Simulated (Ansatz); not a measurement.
# GaN (P6_3mc): the host for defect calculations, part 2 of 2

Aim: the runs on the perfect crystal GaN (P6_3mc) that a defect calculation needs first.

Ansatz 0.2.0; plane-wave PAW DFT, r2SCAN; single point of the host's primitive cell on a dense mesh; PAW set soft_1 (the session's first sound run).

So far: Set-up; Primitive cell on a dense mesh; Self-consistent run; Defect free supercell relaxed from its symmetric sites.

## 5. Defect free supercell relaxed from displaced atoms

This step: plane-wave PAW DFT, r2SCAN; relaxation of the defect-free supercell from random displacements, a test of the host's stability; PAW set soft_1 (Ansatz 0.2.0).

Contents of pristine.rattled/input.yaml:

```yaml
crystal:
  lattice:
    - [6.3665450895, 0.0, 0.0]
    - [-3.1832725448, 5.5135897818, 0.0]
    - [0.0, 0.0, 10.3676632292]
  atoms:
    - { symbol: Ga, position: [0.3333333334, 0.1666666666, 0.249553118] }
    - { symbol: Ga, position: [0.1666666666, 0.3333333334, 0.499553118] }
    - { symbol: "N", position: [0.3333333334, 0.1666666666, 0.437946882] }
    - { symbol: "N", position: [0.1666666666, 0.3333333334, 0.187946882] }
    - { symbol: Ga, position: [0.3333333334, 0.1666666666, 0.749553118] }
    - { symbol: Ga, position: [0.1666666666, 0.3333333334, 0.999553118] }
    - { symbol: "N", position: [0.3333333334, 0.1666666666, 0.937946882] }
    - { symbol: "N", position: [0.1666666666, 0.3333333334, 0.687946882] }
    - { symbol: Ga, position: [0.3333333334, 0.6666666666, 0.249553118] }
    - { symbol: Ga, position: [0.1666666666, 0.8333333333, 0.499553118] }
    - { symbol: "N", position: [0.3333333334, 0.6666666666, 0.437946882] }
    - { symbol: "N", position: [0.1666666666, 0.8333333333, 0.187946882] }
    - { symbol: Ga, position: [0.3333333334, 0.6666666666, 0.749553118] }
    - { symbol: Ga, position: [0.1666666666, 0.8333333333, 0.999553118] }
    - { symbol: "N", position: [0.3333333334, 0.6666666666, 0.937946882] }
    - { symbol: "N", position: [0.1666666666, 0.8333333333, 0.687946882] }
    - { symbol: Ga, position: [0.8333333333, 0.1666666666, 0.249553118] }
    - { symbol: Ga, position: [0.6666666666, 0.3333333334, 0.499553118] }
    - { symbol: "N", position: [0.8333333333, 0.1666666666, 0.437946882] }
    - { symbol: "N", position: [0.6666666666, 0.3333333334, 0.187946882] }
    - { symbol: Ga, position: [0.8333333333, 0.1666666666, 0.749553118] }
    - { symbol: Ga, position: [0.6666666666, 0.3333333334, 0.999553118] }
    - { symbol: "N", position: [0.8333333333, 0.1666666666, 0.937946882] }
    - { symbol: "N", position: [0.6666666666, 0.3333333334, 0.687946882] }
    - { symbol: Ga, position: [0.8333333333, 0.6666666666, 0.249553118] }
    - { symbol: Ga, position: [0.6666666666, 0.8333333333, 0.499553118] }
    - { symbol: "N", position: [0.8333333333, 0.6666666666, 0.437946882] }
    - { symbol: "N", position: [0.6666666666, 0.8333333333, 0.187946882] }
    - { symbol: Ga, position: [0.8333333333, 0.6666666666, 0.749553118] }
    - { symbol: Ga, position: [0.6666666666, 0.8333333333, 0.999553118] }
    - { symbol: "N", position: [0.8333333333, 0.6666666666, 0.937946882] }
    - { symbol: "N", position: [0.6666666666, 0.8333333333, 0.687946882] }
basis:
  ecutwfc: 500
  xc_grid: 2
hamiltonian:
  xc: r2scan
  pseudopotentials: { kind: paw, azcp: { folder: soft_1 } }
kpoints:
  mp_grid: { grid: [2, 2, 2], shift: [0.5, 0.5, 0.5] }
scf:
  occupations: { method: fermi_dirac, width: 0.01 }
  max_iter: 80
output:
  forces: true
relax:
  f_tol: 0.01
  max_steps: 120
  random_displacement: { amplitude: 0.08, seed: 8075 }
checkpoint:
  write: "../pristine.rattled.run"
  compress: false
  write_wavefunctions: false
  write_every: 100000
```

Command:

```console
ansatz run input.yaml --threads 4 --pin off --max-ram 7536MiB --backend cpu --events-out ev --progress --plain --runs-dir out
```

Numbers of over 12 decimals in the logs are rounded to 6 here.

Log:

```text
[...]
Crystal: 32 atoms, lattice volume = 363.931 Å³
Basis set: ecut = 500 eV, 9211 PW (Γ), exchange–correlation on 96×96×160 points (8 copies of the dense FFT grid, shifted against one another)
Bands: 176, of which v1, the nominal top of the filled ones, is band 144 counted from 1 (143 counted from 0)
Symmetry: 1 space group operations
k-points: 4 of 8 (time reversal used)
[...]
SCF iter   1: F=—  HF=-66828.267727 eV  |F-HF|=—  |Δ(HF+E_count)|=         —  Δρ=1.17e-1  dr2=4.02e1  dr2_τ=4.69e0  ethr=3.10e-3  ⟨swp⟩=5.8  Hψ=2339  notcnv=0  defer=1
[...]
SCF iter   9: F=-66820.444100 eV  HF=-66820.444100 eV  |F-HF|=4.92e-7  |Δ(HF+E_count)|=   3.88e-7  Δρ=1.78e-5  dr2=1.18e-6  dr2_τ=1.11e-7  ethr=8.68e-10  ⟨swp⟩=2.0  Hψ=2431  notcnv=0
SCF 1 converged in 9 iterations: F = -66820.444100 eV  dr2 = 1.18e-6
[...]
relax step   1: F+E_penalty+E_count = -66820.44409972 eV  Δ(F+E_penalty+E_count) = +0.000e0 eV  max|allowed force component| = 2.421e0 eV/Å  Δτ_max = 0.0000 Å  (9 SCF iters, dr2 threshold 2.50e-6 eV, accepted)
[... the SCF cycles and remarks between the steps are left out from here to the last step ...]
relax step   2: F+E_penalty+E_count = -66821.92245039 eV  Δ(F+E_penalty+E_count) = -1.478e0 eV  max|allowed force component| = 1.318e0 eV/Å  Δτ_max = 0.0807 Å  (7 SCF iters, dr2 threshold 1.00e-4 eV, accepted)
relax step   3: F+E_penalty+E_count = -66822.39492562 eV  Δ(F+E_penalty+E_count) = -4.725e-1 eV  max|allowed force component| = 1.429e-2 eV/Å  Δτ_max = 0.0566 Å  (6 SCF iters, dr2 threshold 1.00e-4 eV, accepted)
relax step   4: F+E_penalty+E_count = -66822.39493299 eV  Δ(F+E_penalty+E_count) = -7.374e-6 eV  max|allowed force component| = 1.423e-2 eV/Å  Δτ_max = 0.0000 Å  (4 SCF iters, accepted)
SCF iter   1: F=—  HF=-66822.395132 eV  |F-HF|=—  |Δ(HF+E_count)|=         —  Δρ=2.64e-4  dr2=8.96e-5  dr2_τ=3.15e-4  ethr=5.35e-7  ⟨swp⟩=2.0  Hψ=1402  notcnv=0  defer=62
[...]
SCF iter   5: F=-66822.395037 eV  HF=-66822.395037 eV  |F-HF|=6.02e-9  |Δ(HF+E_count)|=   2.50e-8  Δρ=3.35e-6  dr2=3.58e-8  dr2_τ=1.26e-9  ethr=3.47e-11  ⟨swp⟩=2.0  Hψ=2429  notcnv=0
SCF 5 converged in 5 iterations: F = -66822.395037 eV  dr2 = 3.58e-8
relax step   5: F+E_penalty+E_count = -66822.39503714 eV  Δ(F+E_penalty+E_count) = -1.041e-4 eV  max|allowed force component| = 3.225e-3 eV/Å  Δτ_max = 0.0015 Å  (5 SCF iters, accepted)
[...]
SCF iter   2: F=-66822.395037 eV  HF=-66822.395037 eV  |F-HF|=5.75e-9  |Δ(HF+E_count)|=   6.07e-9  Δρ=2.09e-6  dr2=1.48e-8  dr2_τ=3.65e-10  ethr=1.24e-11  ⟨swp⟩=3.0  Hψ=1864  notcnv=0
SCF 6 converged in 2 iterations: F = -66822.395037 eV  dr2 = 1.48e-8
SCF converged after 2 iterations
Free energy (F): -66822.395037 eV
[...]
Internal energy: -66822.395037 eV  (E = F + TS)
E sigma→0 (E₀):  -66822.395037 eV
Fermi energy:    11.184750 eV
[...]
--- Forces (eV/Å), atoms counted from 1 ---
  atom   1  Ga     0.00020099    -0.00247540     0.00044004
  atom   2  Ga    -0.00234055     0.00099690     0.00138844
  atom   3  N     -0.00003735     0.00026499    -0.00056770
  atom   4  N      0.00088433     0.00120374     0.00011592
  atom   5  Ga    -0.00115582     0.00033403     0.00113324
  atom   6  Ga    -0.00326268    -0.00003747    -0.00072166
  atom   7  N      0.00101354    -0.00031307    -0.00044714
  atom   8  N     -0.00058601     0.00022708    -0.00121183
  atom   9  Ga     0.00103511     0.00027076     0.00113077
  atom  10  Ga     0.00248456    -0.00293753    -0.00055959
  atom  11  N      0.00025417    -0.00007569    -0.00062940
  atom  12  N     -0.00018021     0.00228888     0.00085605
  atom  13  Ga     0.00159275    -0.00051812     0.00126001
  atom  14  Ga     0.00227995     0.00006010     0.00022940
  atom  15  N      0.00063707    -0.00107683    -0.00020078
  atom  16  N     -0.00027885     0.00146795    -0.00018687
  atom  17  Ga    -0.00208351    -0.00134119     0.00259481
  atom  18  Ga     0.00094591     0.00148478     0.00007758
  atom  19  N     -0.00141860    -0.00051922    -0.00028117
  atom  20  N     -0.00156701     0.00196887     0.00018634
  atom  21  Ga    -0.00133951     0.00068679     0.00002925
  atom  22  Ga    -0.00080953     0.00020260    -0.00023472
  atom  23  N      0.00128532     0.00059204     0.00055603
  atom  24  N     -0.00048374     0.00102797    -0.00001054
  atom  25  Ga     0.00122650    -0.00094380     0.00128972
  atom  26  Ga     0.00204239    -0.00044334     0.00063420
  atom  27  N     -0.00083435     0.00001264    -0.00014720
  atom  28  N     -0.00028562     0.00093091     0.00115344
  atom  29  Ga     0.00106352    -0.00132560     0.00019173
  atom  30  Ga    -0.00098991    -0.00080496    -0.00165832
  atom  31  N      0.00049279    -0.00068993    -0.00022099
  atom  32  N     -0.00042730     0.00034950    -0.00003457
  max |Σ_I F_I| component: 6.15e-3 eV/Å
--- Relaxed structure (5 steps of the walk, 5 accepted, 0 SCFs on fresh bases) ---
  F+E_penalty+E_count = -66822.39503714 eV   max|allowed force component| = 3.225e-3 eV/Å
  atoms:
    - { symbol: Ga, position: [0.333206, 0.165453, 0.250506] }
    - { symbol: Ga, position: [0.166843, 0.331831, 0.500511] }
    - { symbol: N, position: [0.333490, 0.165160, 0.438906] }
    - { symbol: N, position: [0.166530, 0.332106, 0.188903] }
    - { symbol: Ga, position: [0.333210, 0.165425, 0.750510] }
    - { symbol: Ga, position: [0.166864, 0.331854, 1.000508] }
    - { symbol: N, position: [0.333484, 0.165161, 0.938910] }
    - { symbol: N, position: [0.166545, 0.332102, 0.688916] }
    - { symbol: Ga, position: [0.333142, 0.665441, 0.250510] }
    - { symbol: Ga, position: [0.166752, 0.831852, 0.500518] }
    - { symbol: N, position: [0.333432, 0.665170, 0.438912] }
    - { symbol: N, position: [0.166472, 0.832090, 0.188903] }
    - { symbol: Ga, position: [0.333151, 0.665443, 0.750508] }
    - { symbol: Ga, position: [0.166753, 0.831826, 1.000509] }
    - { symbol: N, position: [0.333464, 0.665193, 0.938910] }
    - { symbol: N, position: [0.166473, 0.832088, 0.688912] }
    - { symbol: Ga, position: [0.833227, 0.165440, 0.250498] }
    - { symbol: Ga, position: [0.666814, 0.331803, 0.500513] }
    - { symbol: N, position: [0.833515, 0.165165, 0.438902] }
    - { symbol: N, position: [0.666531, 0.332078, 0.188906] }
    - { symbol: Ga, position: [0.833216, 0.165422, 0.750515] }
    - { symbol: Ga, position: [0.666824, 0.331817, 1.000511] }
    - { symbol: N, position: [0.833498, 0.165164, 0.938910] }
    - { symbol: N, position: [0.666533, 0.332083, 0.688910] }
    - { symbol: Ga, position: [0.833145, 0.665428, 0.250509] }
    - { symbol: Ga, position: [0.666759, 0.831831, 0.500502] }
    - { symbol: N, position: [0.833437, 0.665146, 0.438909] }
    - { symbol: N, position: [0.666484, 0.832090, 0.188908] }
    - { symbol: Ga, position: [0.833138, 0.665433, 0.750511] }
    - { symbol: Ga, position: [0.666799, 0.831845, 1.000524] }
    - { symbol: N, position: [0.833435, 0.665157, 0.938909] }
    - { symbol: N, position: [0.666488, 0.832100, 0.688903] }
```

The job ended after 47 s (4 threads of Intel Xeon at 2.60GHz (Ice Lake), shared host; peak memory 1.9 GiB; 2.9 min of CPU time).

The steps of the relaxation:

```
step  energy less that of the first step (eV)  largest force component (eV/Å)
   1                                   0.0000                          2.4205
   2                                  -1.4784                          1.3184
   3                                  -1.9508                          0.0143
   4                                  -1.9508                          0.0142
   5                                  -1.9509                          0.0032
```

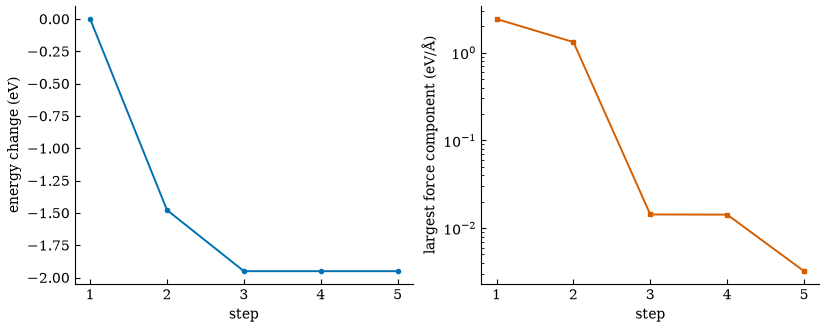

Energy and largest force along the relaxation.

The relaxation ends 61 meV an atom lower than the displaced start, with a largest force component of 0.0032 eV/Å.

## 6. Summary of results

- supercell relaxed in its symmetry less the displaced and relaxed one: 0.000 eV
- energy an atom at one point at (¼, ¼, ¼) less that on the dense mesh: -0.124 eV

In words: Step 5: The energy fell by 1.951 eV from the randomly displaced start; the atoms end within 0.005 Å of the sites as typed, once the mean shift is taken out. The displaced cell ends within 0.01 eV of the symmetric one relaxed in its symmetry, so no lower structure shows in this supercell. All at zero temperature.

[Logs are printed without paths, hosts, clocks, repeated set-up lines and the standing remarks that a program may print on its own settings, such as how far it seeks lower states.]

[Hosts, paths, dates, database ids (printed as entryN), source tags and the programs' standing remarks are cut or masked in the printed files.]

[Runs of the host that timed out are not shown.]

[For some hosts the program warned that the k-mesh of the response run may be too coarse for force constants and the static dielectric constant; such warnings are not always shown.]

[The program warned that the k-mesh of a response run behind this text may be too coarse: force constants, and the static dielectric constant and all else formed from them, are not shown converged.]
